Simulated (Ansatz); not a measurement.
# Ni: a changed input and its effect

System: Ni (Fm-3m, 1 atom in the cell).
Method of run 1: Kohn-Sham DFT of a periodic cell, revPBE with D4, Ansatz PAW, spin-polarised (Ansatz 0.2.0).

The structure derives from a Materials Project entry. Text and figures count atoms from 1; the logs count them from 0 in places.

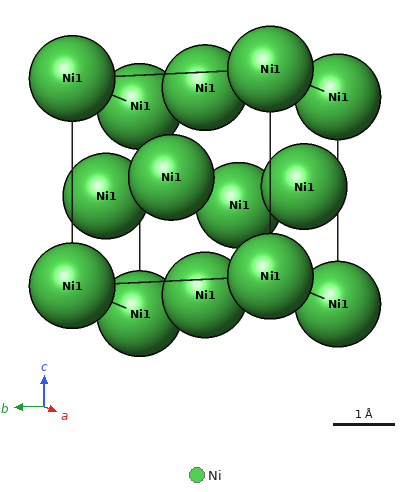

Fig. 1: The structure as given in the input (spheres-only view of the cell 4 times as large as that of the calculation, set on its symmetry axes, seen at an oblique angle; atoms are numbered from 1 in the order of the input).

The input, run 1:
```yaml
crystal:
  lattice:
    - [0.0, 1.737572933, 1.737572933]
    - [1.737572933, 0.0, 1.737572933]
    - [1.737572933, 1.737572933, 0.0]
  atoms:
    - { symbol: Ni, position: [0.0, 0.0, 0.0], spin: 1.0 }
hamiltonian:
  xc: revpbe
  pseudopotentials: { kind: paw }
  dispersion: d4
magnetization:
  spin_polarized: true
kpoints:
  mp_grid: { grid: [13, 13, 13] }
scf:
  occupations: { method: fermi_dirac, width: 0.05 }
output:
  forces: true
  stress: true
relax:
  f_tol: 0.01
  max_steps: 40
  cell: { stress_tol: 0.05 }
```

Command:
```bash
ansatz run input.yaml --threads 2 --pin off --max-ram 5632MiB --backend cpu --events-out ev --progress --plain --runs-dir out
```

Hardware: 2 threads of Intel Xeon (Emerald Rapids), 16 GiB of memory available, shared host.

Output, shortened to warnings, some set-up lines, iterations and results (run 1):
```
Basis set: ecut = 420 eV, 181 PW (Γ), exchange–correlation on 36×36×36 points (8 copies of the dense FFT grid, shifted against one another)
Symmetry: 48 space group operations
k-points: 84 of 2197
Initial density: superposition of atomic densities (chi_scale 0.1, normalization cell)
[...]
SCF iter   1: F=—  HF=-5843.328377 eV  |F-HF|=—  |Δ(HF+E_count)|=         —  Δρ=7.37e-2 (↑3.38e-2 ↓7.37e-2)  dr2=7.29e-1  dr2_m=4.09e-2  M=0.938 μB ∫|m|=0.997 μB  β_m=0.30  …
SCF iter   2: F=—  HF=-5843.183824 eV  |F-HF|=—  |Δ(HF+E_count)|=   1.45e-1  Δρ=4.09e-2 (↑4.09e-2 ↓3.72e-2)  dr2=2.74e-1  dr2_m=6.94e-3  M=0.847 μB ∫|m|=0.921 μB  β_m=0.25  …
SCF iter   3: F=—  HF=-5843.370713 eV  |F-HF|=—  |Δ(HF+E_count)|=         —  Δρ=3.83e-2 (↑1.57e-2 ↓3.83e-2)  dr2=3.31e-2  dr2_m=6.03e-2  M=0.704 μB ∫|m|=0.775 μB  β_m=0.25  …
SCF iter   4: F=—  HF=-5843.612477 eV  |F-HF|=—  |Δ(HF+E_count)|=   2.42e-1  Δρ=3.07e-2 (↑1.46e-2 ↓3.07e-2)  dr2=1.61e-2  dr2_m=4.54e-2  M=0.684 μB ∫|m|=0.759 μB  β_m=0.62  …
SCF iter   5: F=—  HF=-5844.105770 eV  |F-HF|=—  |Δ(HF+E_count)|=   4.93e-1  Δρ=2.28e-2 (↑1.75e-2 ↓2.28e-2)  dr2=9.81e-2  dr2_m=7.80e-4  M=0.629 μB ∫|m|=0.716 μB  β_m=0.56  …
[... 29 lines ...]
SCF iter   5: F=—  HF=-5844.097927 eV  |F-HF|=—  |Δ(HF+E_count)|=  2.55e-11  Δρ=7.05e-8 (↑5.68e-8 ↓7.05e-8)  dr2=2.43e-13  dr2_m=3.01e-13  M=0.631 μB ∫|m|=0.721 μB  β_m=0.78  …
SCF iter   6: F=—  HF=-5844.097927 eV  |F-HF|=—  |Δ(HF+E_count)|=  1.82e-11  Δρ=3.06e-7 (↑1.81e-7 ↓3.06e-7)  dr2=1.40e-11  dr2_m=4.07e-13  M=0.631 μB ∫|m|=0.721 μB  β_m=0.89  …
SCF iter   7: F=-5844.097927 eV  HF=-5844.097927 eV  |F-HF|=9.09e-13  |Δ(HF+E_count)|=  1.82e-12  Δρ=2.95e-8 (↑1.12e-8 ↓2.95e-8)  dr2=1.03e-13  dr2_m=1.41e-14  M=0.631 μB …
SCF 4 converged in 7 iterations: F = -5844.097927 eV  dr2 = 1.03e-13
relax step   4: F+E_penalty+E_count = -5844.09792663 eV  Δ(F+E_penalty+E_count) = -4.052e-6 eV  max|allowed force component| = 0.000e0 eV/Å  Δτ_max = 0.0000 Å  P = -0.003 GPa …
basis re-selected at this cell: Δ(F+E_penalty+E_count) = -4.052e-6 eV, ΔP = -0.001 GPa vs the last step (what re-selecting the basis moved, of the pressure what is left beyond the Pulay correction that the steps carried, after the strain that the cell walked since its last selection, with what the …
SCF converged after 7 iterations
Magnetization: 0.6311 μB (9.3155 up, 8.6845 down)
Absolute magnetization: 0.7214 μB (∫|ρ↑−ρ↓|, with the PAW one-centre terms)
Spin contamination: 0.0069 ħ² per cell (⟨S²⟩ above its minimum at these occupations)
Per-site moments (μB) at R_I (Å): [(0.6695543311129263, 1.0139202281742665)]
Free energy (F): -5844.097927 eV
Harris-Foulkes:  -5844.097927 eV  (|F-HF|=9.09e-13)
Internal energy: -5844.085453 eV  (E = F + TS)
E sigma→0 (E₀):  -5844.091690 eV
Entropy (-TS):   -0.012473 eV (-12.473 meV/atom)
Fermi energy:    19.121930 eV
--- Per-component energies (eV) ---
  E_band       = -269.612178
  E_kinetic    = 282.650101
  E_local      = -3378.513875  (includes V_loc(G=0)·N_el)
  E_nonlocal   = 635.072426
  E_hartree    = 1412.548500
  E_xc         = -85.168839
  E_vxc        = -109.769139  (∫ρ·V_xc dr)
  E_paw        = -1633.034354  (= ΣΔE_a)
  E_vpaw       = -524.149237  (= ΣTr[D̂ρ^β])
  E_aug_tail   = 0.000570  (compensation charges beyond the density's cutoff)
  E_ewald      = -3076.792847
  E_disp       = -0.815652  (pairwise vdW)
  E_core_change = -0.031482  (= ΣΔE_core)
  E_smearing   = -0.012473  (= −TS)
  E_closure    = 0.000000  (closes the sum)
  Σ components = -5844.097927   (vs F -5844.097927, Δ=0.00e0)
--- Forces (eV/Å), atoms counted from 1 ---
  atom   1  Ni    -0.00000000    -0.00000000    -0.00000000
  max |Σ_I F_I| component: 4.11e-32 eV/Å
--- Stress (GPa, compression-positive) ---
       -0.002604      -0.000000      -0.000000
       -0.000000      -0.002604      -0.000000
       -0.000000      -0.000000      -0.002604
  P = ⅓ Tr σ = -0.0026 GPa (-0.026 kbar)
--- Relaxed structure (3 steps of the walk, 3 accepted, 1 SCFs on fresh bases) ---
  F+E_penalty+E_count = -5844.09792663 eV   max|allowed force component| = 0.000e0 eV/Å   (the final SCF, on the basis selected at the relaxed cell)
  cell:  # Å, volume = 10.5009 Å³
    - [-2.149610076377827e-35, 1.7380602883011766, 1.7380602883011766]
    - [1.7380602883011766, -1.1942278202099045e-35, 1.7380602883011766]
[...]
```

The input of run 2 differs as follows (lines with − go, lines with + come):
```diff
-  xc: revpbe
+  xc: rpbe
+  write_density: true
+  write_potential: true
+  elf: true
+  volumetric_format: npy
```

How does run 2 compare with run 1?

The total energies belong to different methods, so their difference says nothing on which is more stable or more accurate. The functional changes from revPBE to RPBE. The SCF takes 32 iterations over all geometry steps against 31.

Output, shortened to warnings, some set-up lines, iterations and results (run 2):
```
Basis set: ecut = 420 eV, 181 PW (Γ), exchange–correlation on 36×36×36 points (8 copies of the dense FFT grid, shifted against one another)
Symmetry: 48 space group operations
k-points: 84 of 2197
Initial density: superposition of atomic densities (chi_scale 0.1, normalization cell)
[...]
SCF iter   1: F=—  HF=-5844.869117 eV  |F-HF|=—  |Δ(HF+E_count)|=         —  Δρ=7.24e-2 (↑3.24e-2 ↓7.24e-2)  dr2=6.95e-1  dr2_m=4.13e-2  M=0.938 μB ∫|m|=0.997 μB  β_m=0.30  …
SCF iter   2: F=—  HF=-5844.740742 eV  |F-HF|=—  |Δ(HF+E_count)|=   1.28e-1  Δρ=4.05e-2 (↑4.05e-2 ↓3.65e-2)  dr2=2.64e-1  dr2_m=7.00e-3  M=0.848 μB ∫|m|=0.924 μB  β_m=0.25  …
SCF iter   3: F=—  HF=-5844.927007 eV  |F-HF|=—  |Δ(HF+E_count)|=         —  Δρ=3.79e-2 (↑1.54e-2 ↓3.79e-2)  dr2=3.31e-2  dr2_m=5.84e-2  M=0.706 μB ∫|m|=0.778 μB  β_m=0.25  …
SCF iter   4: F=—  HF=-5845.167709 eV  |F-HF|=—  |Δ(HF+E_count)|=   2.41e-1  Δρ=3.05e-2 (↑1.44e-2 ↓3.05e-2)  dr2=1.61e-2  dr2_m=4.45e-2  M=0.685 μB ∫|m|=0.762 μB  β_m=0.62  …
SCF iter   5: F=—  HF=-5845.658341 eV  |F-HF|=—  |Δ(HF+E_count)|=   4.91e-1  Δρ=2.28e-2 (↑1.75e-2 ↓2.28e-2)  dr2=9.85e-2  dr2_m=7.64e-4  M=0.629 μB ∫|m|=0.719 μB  β_m=0.56  …
[... 30 lines ...]
SCF iter   5: F=—  HF=-5845.650363 eV  |F-HF|=—  |Δ(HF+E_count)|=  1.71e-10  Δρ=2.47e-7 (↑2.47e-7 ↓8.95e-8)  dr2=3.54e-12  dr2_m=1.09e-12  M=0.632 μB ∫|m|=0.724 μB  β_m=0.84  …
SCF iter   6: F=—  HF=-5845.650363 eV  |F-HF|=—  |Δ(HF+E_count)|=  1.14e-10  Δρ=4.15e-8 (↑4.15e-8 ↓3.89e-8)  dr2=7.77e-14  dr2_m=1.13e-13  M=0.632 μB ∫|m|=0.724 μB  β_m=0.89  …
SCF iter   7: F=-5845.650363 eV  HF=-5845.650363 eV  |F-HF|=1.82e-12  |Δ(HF+E_count)|=  1.00e-11  Δρ=1.26e-8 (↑6.84e-9 ↓1.26e-8)  dr2=1.58e-14  dr2_m=5.25e-15  M=0.632 μB …
SCF 4 converged in 7 iterations: F = -5845.650363 eV  dr2 = 1.58e-14
relax step   4: F+E_penalty+E_count = -5845.65036288 eV  Δ(F+E_penalty+E_count) = -1.074e-5 eV  max|allowed force component| = 0.000e0 eV/Å  Δτ_max = 0.0000 Å  P = -0.005 GPa …
basis re-selected at this cell: Δ(F+E_penalty+E_count) = -1.074e-5 eV, ΔP = -0.003 GPa vs the last step (what re-selecting the basis moved, of the pressure what is left beyond the Pulay correction that the steps carried, after the strain that the cell walked since its last selection, with what the …
SCF converged after 7 iterations
Magnetization: 0.6317 μB (9.3159 up, 8.6841 down)
Absolute magnetization: 0.7245 μB (∫|ρ↑−ρ↓|, with the PAW one-centre terms)
Spin contamination: 0.0071 ħ² per cell (⟨S²⟩ above its minimum at these occupations)
Per-site moments (μB) at R_I (Å): [(0.6711032400463792, 1.0141506073036837)]
Free energy (F): -5845.650363 eV
Harris-Foulkes:  -5845.650363 eV  (|F-HF|=1.82e-12)
Internal energy: -5845.637913 eV  (E = F + TS)
E sigma→0 (E₀):  -5845.644138 eV
Entropy (-TS):   -0.012450 eV (-12.450 meV/atom)
Fermi energy:    19.146362 eV
--- Per-component energies (eV) ---
  E_band       = -269.389263
  E_kinetic    = 282.570171
  E_local      = -3379.738932  (includes V_loc(G=0)·N_el)
  E_nonlocal   = 635.030688
  E_hartree    = 1413.289425
  E_xc         = -85.161885
  E_vxc        = -109.726226  (∫ρ·V_xc dr)
  E_paw        = -1634.557959  (= ΣΔE_a)
  E_vpaw       = -524.104402  (= ΣTr[D̂ρ^β])
  E_aug_tail   = 0.000581  (compensation charges beyond the density's cutoff)
  E_ewald      = -3076.093909
  E_disp       = -0.931746  (pairwise vdW)
  E_core_change = -0.044345  (= ΣΔE_core)
  E_smearing   = -0.012450  (= −TS)
  E_closure    = 0.000000  (closes the sum)
  Σ components = -5845.650363   (vs F -5845.650363, Δ=0.00e0)
--- Forces (eV/Å), atoms counted from 1 ---
  atom   1  Ni    -0.00000000     0.00000000     0.00000000
  max |Σ_I F_I| component: 5.34e-32 eV/Å
--- Stress (GPa, compression-positive) ---
       -0.004512       0.000000       0.000000
        0.000000      -0.004512       0.000000
        0.000000       0.000000      -0.004512
  P = ⅓ Tr σ = -0.0045 GPa (-0.045 kbar)
--- Relaxed structure (3 steps of the walk, 3 accepted, 1 SCFs on fresh bases) ---
  F+E_penalty+E_count = -5845.65036288 eV   max|allowed force component| = 0.000e0 eV/Å   (the final SCF, on the basis selected at the relaxed cell)
  cell:  # Å, volume = 10.5080 Å³
    - [-2.3566095652142103e-34, 1.73845520380337, 1.73845520380337]
    - [1.73845520380337, -5.573063160979552e-35, 1.73845520380337]
[...]
```

The two runs side by side:

| quantity | run 1 | run 2 |
| --- | --- | --- |
| outcome | converged | converged |
| free energy per atom (eV) | −5844.0979 | −5845.6504 |
| energy per atom, smearing taken to zero (eV) | −5844.0917 | −5845.6441 |
| net moment of the cell (μB) | 0.63 | 0.63 |
| absolute moment of the cell (μB) | 0.72 | 0.72 |
| pressure (GPa) | 0.00 | 0.00 |
| volume per atom (Å³) | 10.50 | 10.51 |
| largest force (eV/Å) | 0.000 | 0.000 |
| SCF iterations | 31 | 32 |
| irreducible k-points | 84 | 84 |
| gap on the mesh (eV) | – | 0.00 |
| wall time (shared host) | 3.4 s | 3.6 s |

For both runs: Points of doubt noted for this run: forces on files of another functional.
